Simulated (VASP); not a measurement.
AlN: geometry relaxation (part 2 of 4)

The same run, continued: AlN (P6₃mc, 4 atoms in the cell); Kohn-Sham DFT of a periodic cell, PBE, VASP PAW PBE potentials, recommended, no spin polarisation (VASP 6.6.1); cutoff 520 eV, 12×12×6 k-mesh, Gaussian smearing of 0.02 eV. The structure derives from an entry of the Crystallography Open Database.

Geometry of the input (Å; fractional positions):
```
3.1130  0.0000  0.0000
-1.5565  2.6959  0.0000
0.0000  0.0000  4.9810
Al 0.3333  0.6667  0.0000
Al 0.6667  0.3333  0.5000
N  0.3333  0.6667  0.3800
N  0.6667  0.3333  0.8800
```

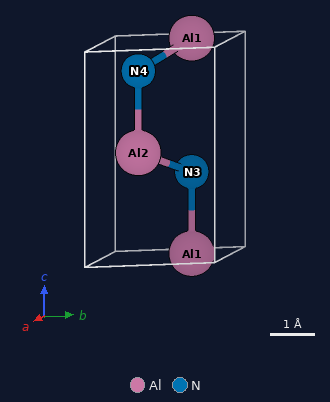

The structure as given in the input (ball-and-stick view of the cell of the calculation, seen slightly off an axis; atoms are numbered from 1 in the order of the input). An atom can appear more than once, as a periodic image.

**Parts of OUTCAR, continued**
```
   k-points           NKPTS =     76   k-points in BZ     NKDIM =     76   number of bands    NBANDS=     12
   number of dos      NEDOS =    301   number of ions     NIONS =      4
   total plane-waves  NPLWV =  23040
   dimension x,y,z NGX =    24 NGY =   24 NGZ =   40
   dimension x,y,z NGXF=    48 NGYF=   48 NGZF=   80
   ions per type =               2   2
   NGX,Y,Z   is equivalent  to a cutoff of  12.82, 12.82, 13.35 a.u.
   NGXF,Y,Z  is equivalent  to a cutoff of  25.63, 25.63, 26.70 a.u.
 SYSTEM =  AlN
   PREC   = accura    normal or accurate (medium, high low for compatibility)
   ISTART =      0    job   : 0-new  1-cont  2-samecut
   ICHARG =      2    charge: 1-file 2-atom 10-const
   ISPIN  =      1    spin polarized calculation?
   LNONCOLLINEAR =      F non collinear calculations
   LSORBIT =      F    spin-orbit coupling
   LASPH  =      T    aspherical Exc in radial PAW
   ENCUT  =  520.0 eV  38.22 Ry    6.18 a.u.   5.79  5.79  9.26*2*pi/ulx,y,z
   NELM   =      4;   NELMIN=  2; NELMDL= -5     # of ELM steps
   EDIFF  = 0.1E-06   stopping-criterion for ELM
   LREAL  =      F    real-space projection
   EDIFFG = -.2E-02   stopping-criterion for IOM
   NSW    =     80    number of steps for IOM
   IBRION =      2    ionic relax: 0-MD 1-quasi-New 2-CG
   NFREE  =      1    steps in history (QN), initial steepest desc. (CG)
   ISIF   =      3    stress and relaxation
   ISYM   =      2    0-nonsym 1-usesym 2-fastsym
   POTIM  = 0.5000    time-step for ionic-motion
   TEBEG  =    0.0;   TEEND  =   0.0 temperature during run
   PSTRESS=    0.0 pullay stress
   NELECT =      16.0000    total number of electrons
   NUPDOWN=      -1.0000    fix difference up-down
   EMIN   =  10.00;   EMAX   =-10.00  energy-range for DOS
   EFERMI =   0.00;   METHOD = LEGACY
   ISMEAR =     0;   SIGMA  =   0.02  broadening in eV -4-tet -1-fermi 0-gaus
   EFERMI_NEDOS =   21; number of points for ismear=-14 and -15
   IALGO  =     38    algorithm
   IMIX   =      4    mixing-type and parameters
     AMIX     =   0.40;   BMIX     =  1.00
     AMIX_MAG =   1.60;   BMIX_MAG =  1.00
  volume/ion in A,a.u.               =      10.45        70.52
  Fermi-wavevector in a.u.,A,eV,Ry     =   1.188629  2.246183 19.222843  1.412839
  Thomas-Fermi vector in A             =   2.324754
   LORBIT       =      0    0 simple, 1 ext, 2 COOP (PROOUT), +10 PAW based schemes
   GGA     = PE    functional components
   LHFCALC =     F    Hartree Fock is set to
   AEXX    =    0.0000 exact exchange contribution
   IVDW    =     0    specifies the selected vdW correction
   LEPSILON=     F    determine dielectric tensor
   LRPA    =     F    only Hartree local field effects (RPA)
 conjugate gradient relaxation of ions
 non-spin polarized calculation
 Gauss-broadening in eV      SIGMA  =   0.02
  energy-cutoff  :      520.00
  volume of cell :       41.80
 maximum number of plane-waves:      1152
 NGX is ok and might be reduce to    24
   NGX = 11   NGY = 11   NGZ = 19

--------------------------------------- Ionic step        1  -------------------------------------------

 number of electron      16.0000000 magnetization

 Free energy of the ion-electron system (eV)
  ---------------------------------------------------
  ext. energy  EPLUGINS =         0.00000000
  ---------------------------------------------------
  free energy    TOTEN  =       -34.51769064 eV

  energy without entropy =      -34.51769064  energy(sigma->0) =      -34.51769064

------------------------ aborting loop EDIFF was not reached (unconverged)  ----------------------------

  FORCE on cell =-STRESS in cart. coord.  units (eV):
  Direction    XX          YY          ZZ          XY          YZ          ZX
  --------------------------------------------------------------------------------------
  -------------------------------------------------------------------------------------
  Total       41.3752633     41.3752633     40.8360894      0.0000000     -0.0000000      0.0000000
  in kB     1585.7909632   1585.7909608   1565.1260276      0.0000000     -0.0000000      0.0000000
  external PRESSURE =    1578.9026505 kB  Pullay stress =       0.0000000 kB

 VOLUME and BASIS-vectors are now :
 -----------------------------------------------------------------------------
  energy-cutoff  :      520.00
  volume of cell :       41.80
      direct lattice vectors                 reciprocal lattice vectors
     3.113000000  0.000000000  0.000000000     0.321233537  0.185464269  0.000000000
    -1.556500000  2.695937080  0.000000000     0.000000000  0.370928538  0.000000000
     0.000000000  0.000000000  4.981000000     0.000000000  0.000000000  0.200762899

 POSITION                                       TOTAL-FORCE (eV/Angst)
 -----------------------------------------------------------------------------------
     -0.00000      1.79729      0.00000        -0.000000      0.000000      0.004728
      1.55650      0.89865      2.49050         0.000000      0.000000      0.004728
     -0.00000      1.79729      1.89278        -0.000000      0.000000     -0.004728
      1.55650      0.89865      4.38328         0.000000     -0.000000     -0.004728
 -----------------------------------------------------------------------------------
    total drift:                               -0.000006      0.000004      0.011982

  FREE ENERGIE OF THE ION-ELECTRON SYSTEM (eV)
  ---------------------------------------------------
  free  energy   TOTEN  =       -34.5176906400 eV

  energy  without entropy=      -34.5176906400  energy(sigma->0) =      -34.51769064

--------------------------------------- Ionic step        2  -------------------------------------------

 number of electron      16.0000004 magnetization

 E-fermi :  -1.3187     XC(G=0):  -6.7494     alpha+bet : -4.7412

 val. band max:       -1.3205490310   @ k =   0.0000   0.0000   0.0000
 cond. band min:      -1.2923660365   @ k =   0.0833   0.0000   0.0000
 fundamental gap:      0.0281829946
 Fermi energy:        -1.3186730846

 k-point     1 :       0.0000    0.0000    0.0000
  band No.  band energies     occupation
      1     -13.3349      2.00000
      2     -13.2063      2.00000
      3      -4.4333      2.00000
      4      -3.8839      2.00000
      5      -1.6522      2.00000
      6      -1.6521      2.00000
      7      -1.3550      1.98987
      8      -1.3207      1.11458
      9      -1.3205      1.10553
     10      -1.1612      0.00000
     11       2.4977      0.00000
     12       3.1148      0.00000

 k-point     2 :       0.0833    0.0000    0.0000
  band No.  band energies     occupation
      1     -13.3289      2.00000
      2     -13.2031      2.00000
      3      -4.4268      2.00000
      4      -3.9301      2.00000
      5      -1.8835      2.00000
      6      -1.6794      2.00000
      7      -1.3781      1.99997
      8      -1.3504      1.97494
      9      -1.2924      0.06286
     10      -0.8855      0.00000
     11       2.5061      0.00000
     12       2.9365      0.00000

 k-point     3 :       0.1667    0.0000    0.0000
  band No.  band energies     occupation
      1     -13.3107      2.00000
      2     -13.1955      2.00000
      3      -4.4199      2.00000
      4      -4.0473      2.00000
      5      -2.1859      2.00000
      6      -1.7588      2.00000
      7      -1.4540      2.00000
      8      -1.4083      2.00000
      9      -1.1471      0.00000
     10      -0.4790      0.00000
     11       2.4192      0.00000
     12       2.6596      0.00000

 k-point     4 :       0.2500    0.0000    0.0000
  band No.  band energies     occupation
      1     -13.2836      2.00000
      2     -13.1855      2.00000
      3      -4.4176      2.00000
      4      -4.1840      2.00000
      5      -2.3899      2.00000
      6      -1.8555      2.00000
      7      -1.5370      2.00000
      8      -1.5068      2.00000
      9      -0.9147      0.00000
     10      -0.1304      0.00000
     11       2.1378      0.00000
     12       2.7439      0.00000

 k-point     5 :       0.3333    0.0000    0.0000
  band No.  band energies     occupation
      1     -13.2532      2.00000
      2     -13.1772      2.00000
      3      -4.4441      2.00000
      4      -4.2910      2.00000
      5      -2.4702      2.00000
      6      -1.9372      2.00000
      7      -1.6399      2.00000
      8      -1.5642      2.00000
      9      -0.6697      0.00000
     10       0.0671      0.00000
     11       1.8971      0.00000
     12       2.3173      0.00000

 [... the levels of 18 k-points are left out ...]

 k-point    24 :       0.3333    0.0000    0.1667
  band No.  band energies     occupation
      1     -13.2485      2.00000
      2     -13.1829      2.00000
      3      -4.4554      2.00000
      4      -4.3241      2.00000
      5      -2.3905      2.00000
      6      -1.9186      2.00000
      7      -1.6278      2.00000
      8      -1.5811      2.00000
      9      -0.6890      0.00000
     10       0.0250      0.00000
     11       1.8325      0.00000
     12       2.1439      0.00000

 [... further k-points ...]

------------------------ aborting loop EDIFF was not reached (unconverged)  ----------------------------

  FORCE on cell =-STRESS in cart. coord.  units (eV):
  Direction    XX          YY          ZZ          XY          YZ          ZX
  --------------------------------------------------------------------------------------
  -------------------------------------------------------------------------------------
  Total      -26.1828622    -26.1828621    -25.7579327      0.0000000     -0.0000000      0.0000000
  in kB     -299.2223761   -299.2223754   -294.3662067      0.0000000     -0.0000000      0.0000000
  external PRESSURE =    -297.6036527 kB  Pullay stress =       0.0000000 kB

 VOLUME and BASIS-vectors are now :
 -----------------------------------------------------------------------------
  energy-cutoff  :      520.00
  volume of cell :      140.20
      direct lattice vectors                 reciprocal lattice vectors
     4.666427871  0.000000000  0.000000000     0.214296680  0.123724246  0.000000000
    -2.333213936  4.041245077  0.000000000     0.000000000  0.247448492  0.000000000
     0.000000000 -0.000000000  7.434193973     0.000000000  0.000000000  0.134513574

 POSITION                                       TOTAL-FORCE (eV/Angst)
 -----------------------------------------------------------------------------------
     -0.00000      2.69416      0.00034        -0.000000     -0.000000      0.130497
      2.33321      1.34708      3.71744         0.000000     -0.000000      0.130497
     -0.00000      2.69416      2.82465         0.000000      0.000000     -0.130497
      2.33321      1.34708      6.54175        -0.000000      0.000000     -0.130497
 -----------------------------------------------------------------------------------
    total drift:                               -0.000013      0.000008     -0.033013

  FREE ENERGIE OF THE ION-ELECTRON SYSTEM (eV)
  ---------------------------------------------------
  free  energy   TOTEN  =       -10.0060088571 eV

  energy  without entropy=      -10.0059474967  energy(sigma->0) =      -10.00597818

--------------------------------------- Ionic step        3  -------------------------------------------

 number of electron      15.9999995 magnetization

------------------------ aborting loop EDIFF was not reached (unconverged)  ----------------------------

  FORCE on cell =-STRESS in cart. coord.  units (eV):
  Direction    XX          YY          ZZ          XY          YZ          ZX
  --------------------------------------------------------------------------------------
  -------------------------------------------------------------------------------------
  Total      -23.1416649    -23.1416648    -22.4386591      0.0000000      0.0000000      0.0000000
  in kB     -399.6275027   -399.6275019   -387.4874762      0.0000000      0.0000000      0.0000000
  external PRESSURE =    -395.5808269 kB  Pullay stress =       0.0000000 kB

 VOLUME and BASIS-vectors are now :
 -----------------------------------------------------------------------------
  energy-cutoff  :      520.00
  volume of cell :       92.78
      direct lattice vectors                 reciprocal lattice vectors
     4.064773184  0.000000000  0.000000000     0.246016187  0.142037512  0.000000000
    -2.032386592  3.520196834  0.000000000     0.000000000  0.284075024  0.000000000
     0.000000000 -0.000000000  6.484052882     0.000000000  0.000000000  0.154224529

 POSITION                                       TOTAL-FORCE (eV/Angst)
 -----------------------------------------------------------------------------------
     -0.00000      2.34680      0.00022         0.000000     -0.000000      0.139229
      2.03239      1.17340      3.24225        -0.000000     -0.000000      0.139229
     -0.00000      2.34680      2.46372         0.000000      0.000000     -0.139229
      2.03239      1.17340      5.70575        -0.000000      0.000000     -0.139229
 -----------------------------------------------------------------------------------
    total drift:                               -0.000012      0.000006      0.012747

  FREE ENERGIE OF THE ION-ELECTRON SYSTEM (eV)
  ---------------------------------------------------
  free  energy   TOTEN  =       -19.6435369557 eV

  energy  without entropy=      -19.6435010727  energy(sigma->0) =      -19.64351901

 E-fermi :   2.0702     XC(G=0):  -8.7533     alpha+bet : -9.3031

 val. band max:        1.9896518517   @ k =   0.0000   0.0000   0.0000
 cond. band min:       2.2771546416   @ k =   0.0000   0.0000   0.0000
 fundamental gap:      0.2875027899
 Fermi energy:         2.0702108371

 k-point     1 :       0.0000    0.0000    0.0000
  band No.  band energies     occupation
      1     -10.6667      2.00000
      2      -9.7943      2.00000
      3      -2.0588      2.00000
      4       1.4035      2.00000
      5       1.4035      2.00000
      6       1.9040      2.00000
      7       1.9040      2.00000
      8       1.9897      2.00000
      9       2.2772      0.00000
     10       4.7114      0.00000
     11       8.9505      0.00000
     12       9.5682      0.00000

 k-point     2 :       0.0833    0.0000    0.0000
  band No.  band energies     occupation
      1     -10.6258      2.00000
      2      -9.7739      2.00000
      3      -1.9982      2.00000
      4       1.0552      2.00000
      5       1.2168      2.00000
      6       1.3354      2.00000
      7       1.8812      2.00000
      8       1.9605      2.00000
      9       3.0134      0.00000
     10       5.0427      0.00000
     11       8.8547      0.00000
     12       9.2512      0.00000

 k-point     3 :       0.1667    0.0000    0.0000
  band No.  band energies     occupation
      1     -10.5087      2.00000
      2      -9.7196      2.00000
      3      -1.8283      2.00000
      4       0.2487      2.00000
      5       0.5563      2.00000
      6       1.1654      2.00000
      7       1.8136      2.00000
      8       1.8585      2.00000
      9       3.8671      0.00000
     10       5.7197      0.00000
     11       8.4421      0.00000
     12       8.7659      0.00000

 k-point     4 :       0.2500    0.0000    0.0000
  band No.  band energies     occupation
      1     -10.3329      2.00000
      2      -9.6500      2.00000
      3      -1.5937      2.00000
      4      -0.4975      2.00000
      5      -0.0546      2.00000
      6       0.9624      2.00000
      7       1.6779      2.00000
      8       1.7089      2.00000
      9       4.6296      0.00000
     10       6.2217      0.00000
     11       7.8997      0.00000
     12       8.3894      0.00000

 k-point     5 :       0.3333    0.0000    0.0000
  band No.  band energies     occupation
      1     -10.1301      2.00000
      2      -9.5937      2.00000
      3      -1.5134      2.00000
      4      -0.9602      2.00000
      5      -0.4466      2.00000
      6       0.7826      2.00000
      7       1.4099      2.00000
      8       1.6069      2.00000
      9       5.2262      0.00000
     10       6.2473      0.00000
     11       7.4155      0.00000
     12       8.2323      0.00000

 [... the levels of 18 k-points are left out ...]

 k-point    24 :       0.3333    0.0000    0.1667
  band No.  band energies     occupation
      1     -10.0963      2.00000
      2      -9.6319      2.00000
      3      -1.6081      2.00000
      4      -1.0515      2.00000
      5      -0.2180      2.00000
      6       0.8298      2.00000
      7       1.4629      2.00000
      8       1.5438      2.00000
      9       5.1481      0.00000
     10       6.2776      0.00000
     11       7.4212      0.00000
     12       8.1414      0.00000

 [... further k-points ...]

 E-fermi :   3.8504     XC(G=0):  -9.7370     alpha+bet :-12.0179

 val. band max:        3.7288769866   @ k =   0.0000   0.0000   0.0000
 cond. band min:       5.7116186478   @ k =   0.0000   0.0000   0.0000
 fundamental gap:      1.9827416612
 Fermi energy:         3.8503804696

 k-point     1 :       0.0000    0.0000    0.0000
  band No.  band energies     occupation
      1      -9.9339      2.00000
      2      -8.5380      2.00000
      3      -1.1201      2.00000
      4       3.0235      2.00000
      5       3.0235      2.00000
      6       3.6006      2.00000
      7       3.6006      2.00000
      8       3.7289      2.00000
      9       5.7116      0.00000
     10       8.1521      0.00000
     11      12.2781      0.00000
     12      12.9205      0.00000
```
